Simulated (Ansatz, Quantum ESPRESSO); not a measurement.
## SnO2 (001), rutile: biaxial strain and the free axis

A thin film takes the in-plane lattice of its substrate and is free along the normal. How do the free axis and the stress follow the misfit? The strained cell has c along the film normal; unstrained it is a = 4.7770 Å, b = 4.7770 Å, c = 3.2211 Å, α = 90.00°, β = 90.00°, γ = 90.00°, with 6 atoms.

Calculated with Quantum ESPRESSO 7.5, PBEsol, PseudoDojo 0.4.1 norm-conserving potentials, cutoff 1170 eV, Fermi–Dirac smearing 0.02 eV, k-mesh 6×6×9, no spin polarisation, no spin-orbit coupling.

Relaxed positions at 0 %:

```csv
atom,x,y,z
Sn,0.0000,0.0000,0.0000
Sn,0.5000,0.5000,0.5000
O,0.3064,0.3064,0.0000
O,0.1936,0.8064,0.5000
O,0.6936,0.6936,0.0000
O,0.8064,0.1936,0.5000
```

| ε∥ (%) | a (Å) | c (Å) | ε⊥ (%) | σ (GPa, tension positive) |
| --- | --- | --- | --- | --- |
| −3 | 4.6337 | 3.2982 | 2.394 | −9.38 |
| −2 | 4.6814 | 3.2706 | 1.536 | −6.09 |
| 0 | 4.7770 | 3.2211 | 0.000 | 0.01 |
| 1 | 4.8248 | 3.1993 | −0.676 | 2.77 |
| 2 | 4.8725 | 3.1791 | −1.305 | 5.30 |
| 3 | 4.9203 | 3.1607 | −1.875 | 7.59 |

**Question.** Fit both responses and give the free strain and the stress at −1 %, a row left out above.

Least squares with y = y0 + y1 ε + y2 ε² (ε in %) gives ε⊥ = 0.002 + (−0.7110) ε + (0.0285) ε² and σ = 0.02 + (2.835) ε + (−0.102) ε² GPa. The linear terms put the ratio of free to applied strain at −0.711 and the biaxial modulus at 283 GPa.

At −1 % the free strain comes out as 0.742 %. The run itself gives 0.742 %, so the estimate misses by 0.000 %; the fitted rows themselves lie up to 0.004 % off the law.

The stress comes out as −2.92 GPa. The run itself gives −2.95 GPa, so the estimate misses by 0.03 GPa; the fitted rows themselves lie up to 0.03 GPa off the law.

With c as the unique axis, zero normal stress gives ε⊥/ε∥ = −2C13/C33 for relaxed atoms, so 2C13/C33 is about 0.71.

The negative ε² term means that the crystal stiffens in compression and softens in tension.

The same fit over all rows at other levels or in other programs gives the strain ratio = −0.710 with PBEsol (Ansatz).

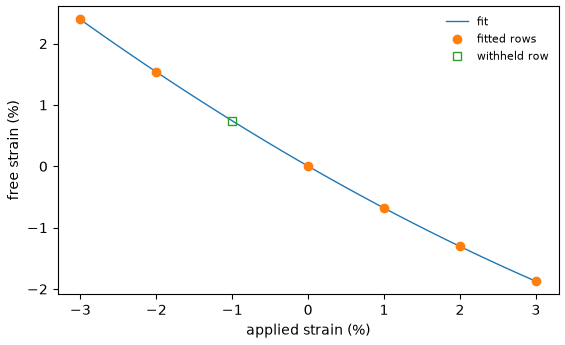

The fitted law, the rows behind it and the withheld row.

[Logs are printed without paths, hosts, clocks, repeated set-up lines and the standing remarks that a program may print on its own settings, such as how far it seeks lower states.]
